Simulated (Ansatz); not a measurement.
## Geometry relaxation of AlNi (part 2 of 2)

Continued. System: AlNi (2 atoms in the cell). Method: DFT r2SCAN, scalar-relativistic, plane waves, PAW, no spin polarisation (Ansatz 0.2.0); cutoff 500 eV, 16×16×14 k-mesh, Gaussian smearing of 0.1 eV. The structure derives from a Materials Project entry.

Geometry of the input (Å; fractional positions):
```
1.9387  -1.9532  0.0000
1.9387  1.9532  0.0000
0.0000  0.0000  3.0994
Al 0.0000  0.0000  0.0000
Ni 0.5000  0.5000  0.5000
```

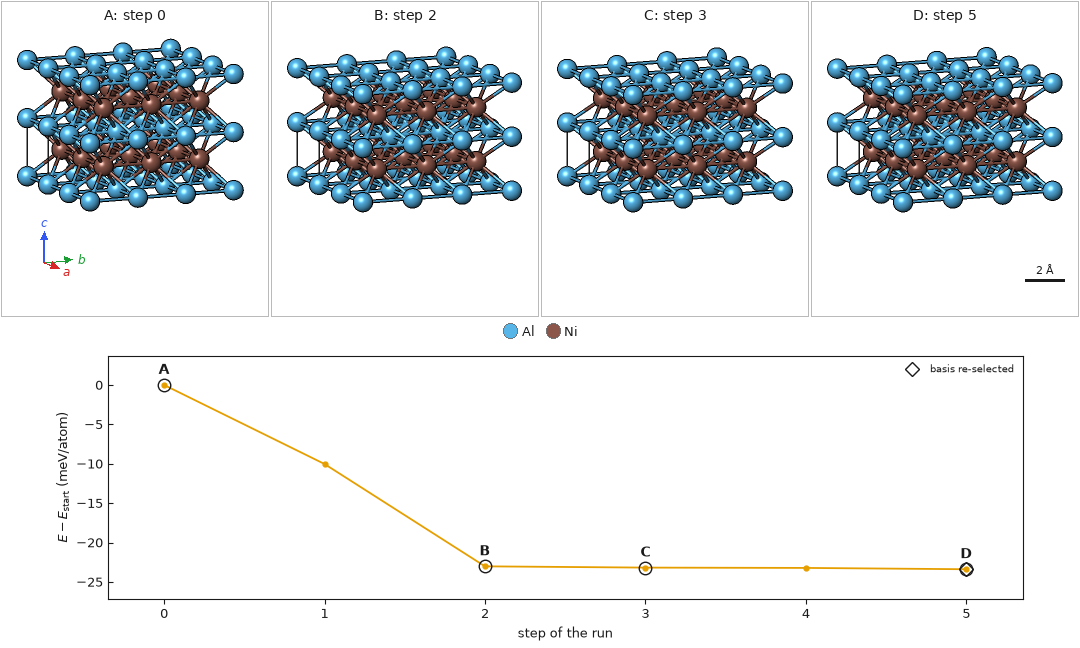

Frames of the relaxation (ball-and-stick view of the cell of the calculation, repeated 3 × 3 × 2, seen slightly off an axis) above the curves, on which the letters mark them (the first geometry is step 0 here and step 1 in the log).

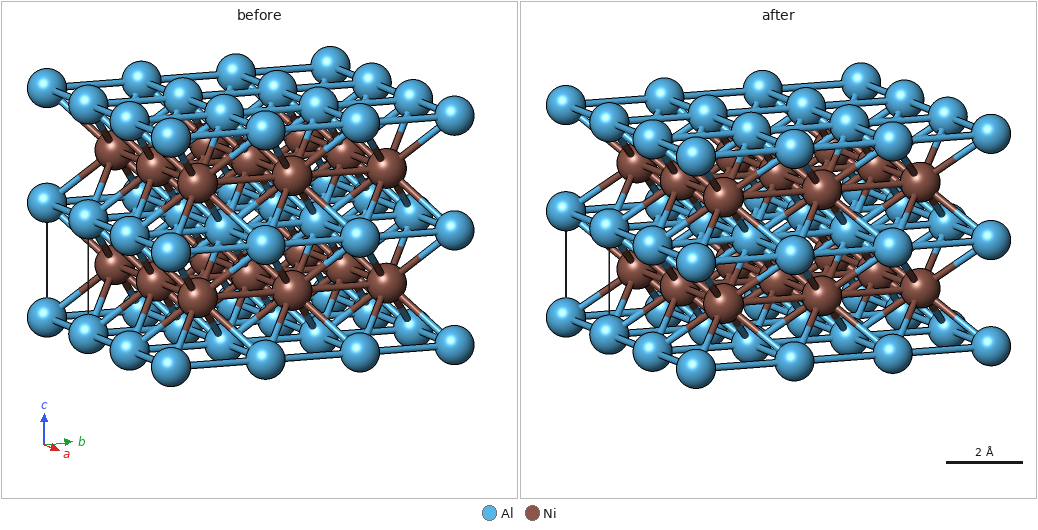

Before (left) and after (right) the relaxation, at one scale (ball-and-stick view of the cell of the calculation, repeated 3 × 3 × 2, seen slightly off an axis). After 4 geometry steps the energy has fallen by 23.2 meV per atom. All forces vanish by symmetry, so only the cell relaxes. The pressure goes from 0.56 to −0.02 GPa. No atom moves by more than 0.005 Å relative to the cell. The drawn cell changes at constant volume: a = b 2.752 → 2.860 Å (+3.9 %), c 3.099 → 2.870 Å (−7.4 %), γ 90.4° → 90.0°. Distances before and after: Al1–Al1 2.752 → 2.860 Å, Ni2–Ni2 2.752 → 2.860 Å, Al1–Ni2 2.493 → 2.480 Å. The space group (tolerance 0.01 Å) goes from Cmmm (No. 65) to P4/mmm (No. 123). A last SCF at the same geometry on a re-selected plane-wave basis shifts the energy by −0.2 meV per atom. (Atoms are counted from 1 in the order of the input.)

```
basis re-selected at this cell: Δ(F+E_penalty+E_count) = -3.327e-4 eV, ΔP = +0.001 GPa vs the last step (what re-selecting the basis moved, of the pressure what is left beyond the Pulay correction that the steps carried, after the strain that the cell walked since its last selection, with what the two solves' SCF thresholds leave and, on support functions, any second-order correction that the steps lacked; it is no measure of the basis error at this ecutwfc). This SCF's stress stands 4.54e-2 GPa from its target on what of the cell is left free (relax.cell.stress_tol is 5.00e-2 GPa) and its largest allowed force component is 1.27e-29 eV/Å (relax.f_tol is 5.00e-3 eV/Å): within both
SCF converged after 7 iterations
Free energy (F): -6387.055931 eV
Harris-Foulkes:  -6387.055931 eV  (|F-HF|=5.46e-12)
Internal energy: -6387.052316 eV  (E = F + TS)
E sigma→0 (E₀):  -6387.054123 eV
Entropy (-TS):   -0.003615 eV (-1.808 meV/atom)
Fermi energy:    14.149616 eV
--- Per-component energies (eV) ---
  E_band       = -355.749694
  E_kinetic    = 311.670274
  E_local      = -4429.439941  (includes V_loc(G=0)·N_el)
  E_nonlocal   = 652.160268
  E_hartree    = 1910.769485
  E_xc         = -117.370874
  E_vxc        = -151.366869  (∫ρ·V_xc dr)
  E_paw        = -2120.931071  (= ΣΔE_a)
  E_vpaw       = -570.750601  (= ΣTr[D̂ρ^β])
  E_aug_tail   = 0.000233  (compensation charges beyond the density's cutoff)
  E_vtau       = 10.438160  (kinetic-family band-sum trace: ∫τ·v_τ [+ j·A + Jᵃ·Aᵃ] dr)
  E_ewald      = -2593.550513
  E_core_change = -0.360177  (= ΣΔE_core)
  E_smearing   = -0.003615  (= −TS)
  E_closure    = -0.000000  (closes the sum)
  Σ components = -6387.055931   (vs F -6387.055931, Δ=0.00e0)
--- Forces (eV/Å), atoms counted from 1 ---
  atom   1  Al    -0.00000000    -0.00000000     0.00000000
  atom   2  Ni     0.00000000    -0.00000000     0.00000000
  max |Σ_I F_I| component: 2.50e-29 eV/Å
--- Stress (GPa, compression-positive) ---
       -0.019355      -0.000000      -0.000000
       -0.000000       0.010188       0.000000
       -0.000000       0.000000      -0.045427
  P = ⅓ Tr σ = -0.0182 GPa (-0.182 kbar)
--- Band table (eV; the first three rows and the last of 584) ---
  k-point 0: bands = ["-92.8269", "-51.7507", "-51.7506", "-51.7495", "2.2764", "10.7195", "10.7231", "12.5315", "12.5318", "12.5391", "20.0175", "20.1532", "20.1540", "22.5980", "22.6301"]
  k-point 1: bands = ["-92.8268", "-51.7508", "-51.7506", "-51.7505", "2.3763", "10.7089", "10.7475", "12.4886", "12.4889", "12.5437", "18.9492", "20.2842", "20.2850", "22.6358", "23.5950"]
  k-point 2: bands = ["-92.8266", "-51.7544", "-51.7503", "-51.7503", "2.6744", "10.6510", "10.8165", "12.3726", "12.3729", "12.5563", "17.2519", "20.6650", "20.6657", "22.6527", "25.0420"]
  k-point 583: bands = ["-92.8220", "-51.7727", "-51.7727", "-51.7704", "9.7636", "9.7660", "9.7663", "13.1518", "13.1614", "16.1432", "16.1498", "16.1515", "18.7779", "18.8815", "18.8829"]
--- Relaxed structure (5 steps of the walk, 5 accepted, 1 SCFs on fresh bases) ---
  F+E_penalty+E_count = -6387.05593086 eV   max|allowed force component| = 1.272e-29 eV/Å   (the final SCF, on the basis selected at the relaxed cell)
  cell:  # Å, volume = 23.4745 Å³
    - [2.0223875561748974, -2.0221673115233543, -2.14534599932151e-33]
    - [2.0223875561748974, 2.0221673115233543, -3.8532881428969106e-33]
    - [-4.7950699974208495e-33, -1.3551284775319792e-33, 2.870017331642958]
  atoms:
    - { symbol: Al, position: [4.182750758664625e-35, 9.767761299308008e-35, 3.2944368572595385e-83] }
    - { symbol: Ni, position: [0.5, 0.5, 0.5000000000000001] }
```

## Trajectory as extended XYZ (Å, eV, eV/Å), 6 frames, from step=1 to step=6
```
2
Lattice="1.9387 -1.9532 0.0000 1.9387 1.9532 0.0000 0.0000 0.0000 3.0994" Properties=species:S:1:pos:R:3:forces:R:3 step=1 energy=-6387.00915 pressure_GPa=0.56
Al    0.0000    0.0000    0.0000    0.0000   0.0000   0.0000
Ni    1.9387    0.0000    1.5497    0.0000   0.0000   0.0000
2
Lattice="1.9649 -1.9727 0.0000 1.9649 1.9727 0.0000 0.0000 0.0000 3.0345" Properties=species:S:1:pos:R:3:forces:R:3 step=2 energy=-6387.02921 pressure_GPa=-0.05
Al    0.0000    0.0000    0.0000    0.0000   0.0000   0.0000
Ni    1.9649    0.0000    1.5173    0.0000   0.0000   0.0000
2
Lattice="2.0161 -2.0133 0.0000 2.0161 2.0133 0.0000 0.0000 0.0000 2.8834" Properties=species:S:1:pos:R:3:forces:R:3 step=3 energy=-6387.05519 pressure_GPa=0.50
Al    0.0000    0.0000    0.0000    0.0000   0.0000   0.0000
Ni    2.0161    0.0000    1.4417    0.0000   0.0000   0.0000
2
Lattice="2.0248 -2.0235 0.0000 2.0248 2.0235 0.0000 0.0000 0.0000 2.8613" Properties=species:S:1:pos:R:3:forces:R:3 step=4 energy=-6387.05552 pressure_GPa=0.19
Al    0.0000    0.0000    0.0000    0.0000   0.0000   0.0000
Ni    2.0248    0.0000    1.4306    0.0000   0.0000   0.0000
2
Lattice="2.0224 -2.0222 0.0000 2.0224 2.0222 0.0000 0.0000 0.0000 2.8700" Properties=species:S:1:pos:R:3:forces:R:3 step=5 energy=-6387.05560 pressure_GPa=-0.02
Al    0.0000    0.0000    0.0000    0.0000   0.0000   0.0000
Ni    2.0224    0.0000    1.4350    0.0000   0.0000   0.0000
2
Lattice="2.0224 -2.0222 0.0000 2.0224 2.0222 0.0000 0.0000 0.0000 2.8700" Properties=species:S:1:pos:R:3:forces:R:3 step=6 energy=-6387.05593 pressure_GPa=-0.02
Al    0.0000    0.0000    0.0000    0.0000   0.0000   0.0000
Ni    2.0224    0.0000    1.4350    0.0000   0.0000   0.0000
```

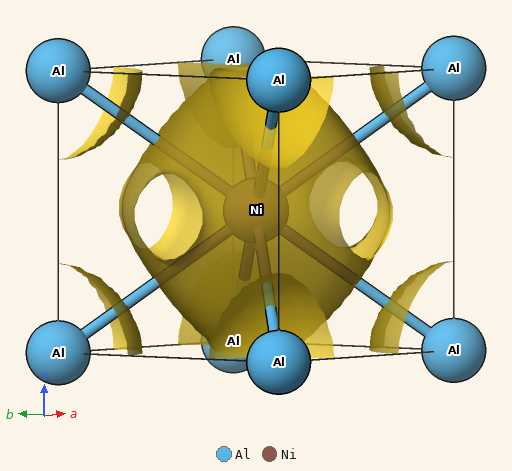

Isosurface of the electron localisation function at 0.4 (yellow), seen at an oblique angle. Only the valence region is drawn (cores and ρ < 0.01 e/Å³ removed). Sticks mark near contacts. The outline is the cell set on symmetry axes. The ELF exceeds this value in one network that runs through the whole crystal, counted in one cell of 2 atoms. Along the contacts the grid gives the following. Al–Ni (2.48 Å): the ELF is about 0.40 at the midpoint, which marks metallic bonding. The fields are those of the smooth PAW valence density.

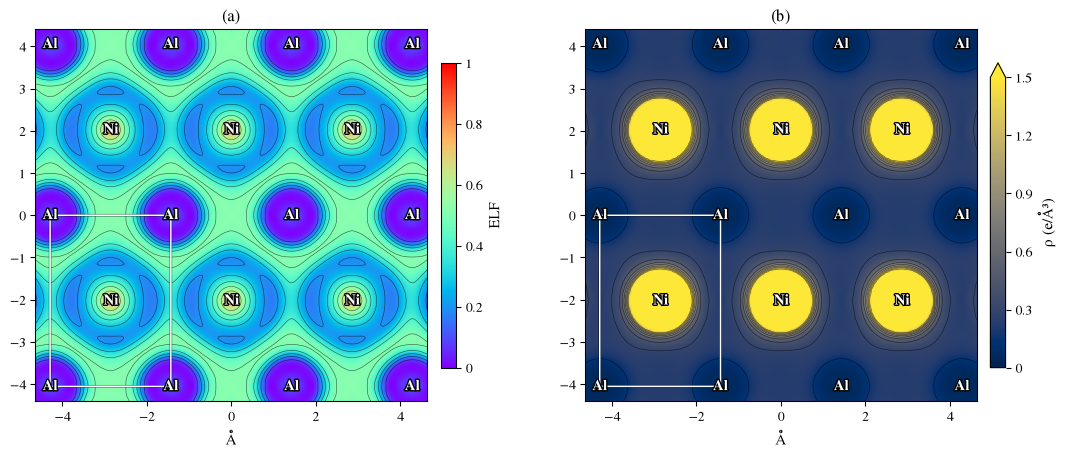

(a) ELF; (b) valence pseudo-density on the (011) plane of the conventional cell. Atoms in the plane: Al and Ni. Away from the nuclei the density in this plane falls to 0.22 e/Å³ at its lowest. The strong features right at Ni lie inside the PAW spheres (semicore, d or f shells) and say nothing about bonding.

## Key numbers

```json
{"quantity": "outcome", "value": "converged"}
{"quantity": "space group (tolerance 0.01 Å)", "value": "Cmmm (65) → P4/mmm (123)"}
{"quantity": "electrons treated", "value": "21"}
{"quantity": "free energy", "value": "−6387.0559 eV"}
{"quantity": "Fermi energy", "value": "14.150 eV"}
{"quantity": "gap on the k-point mesh", "value": "none (metallic)"}
{"quantity": "pressure", "value": "−0.02 GPa"}
{"quantity": "final volume", "value": "23.47 Å³"}
{"quantity": "largest force (length of the vector) at the end", "value": "under 0.001 eV/Å"}
{"quantity": "final cell", "value": "a = 2.860 Å, b = 2.860 Å, c = 2.870 Å, α = 90.00°, β = 90.00°, γ = 89.99°"}
{"quantity": "hardware", "value": "2 threads of Intel Xeon @ 2.70GHz, 189 GiB of memory available, shared host"}
{"quantity": "wall time", "value": "90 s (CPU time 2.9 min)"}
{"quantity": "peak memory", "value": "0.64 GiB"}
```

The run has no spin polarisation, so a magnetic state may lie lower.
